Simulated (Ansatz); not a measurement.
System: Li.

How it was computed, with Ansatz 0.2.0: a formula put on the sites of a structure type, uncorrected energy per atom over the elements' standard states (H N O F Cl as gases), plane-wave PAW DFT, cell and atoms relaxed at 0 K and 0 GPa, spin start parallel or as listed, metals to 4 meV/atom. Level: r2SCAN, no spin polarisation.

- wave cutoff: 500 eV

The names give the starting types; a cell can relax into another structure.

Predict the energy above the element's standard state of each starting structure type. The cases: trigonal selenium type; simple hexagonal; iodine type.

The lowest are iodine type and trigonal selenium type, which are equal within what the calculation resolves; simple hexagonal is 0.068 eV/atom higher. In rising order: iodine type (−0.001), trigonal selenium type (0.000), simple hexagonal (0.067), in eV/atom. The volume per atom, in Å³, is 20.96 for trigonal selenium type, 21.00 for simple hexagonal and 20.95 for iodine type. The final space group number is 229 for trigonal selenium type, 191 for simple hexagonal and 139 for iodine type.

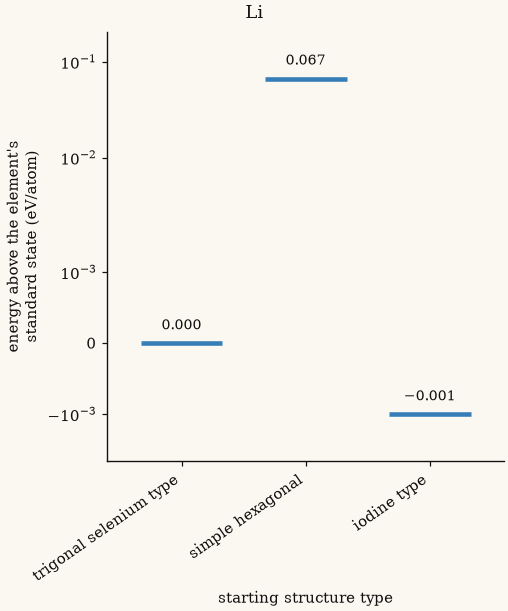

The energy axis is linear near zero and logarithmic beyond.
